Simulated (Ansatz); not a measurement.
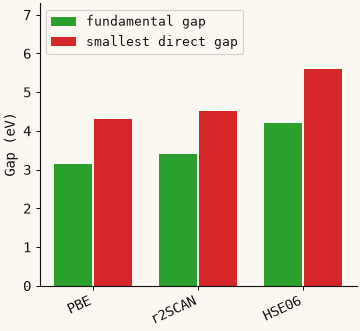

Gaps of C, space group P2_1/m (No. 11), 4 atoms in the cell, lonsdaleite (2H) type, shear (xy) strain +5.0%, at several levels of theory on one cell (Ansatz, plane waves and PAW; edges over the mesh and the special points).

How does the gap depend on the level, and does its kind change?

In rising order: PBE 3.14 eV, r2SCAN 3.41 eV and HSE06 4.20 eV. It is indirect at every level.
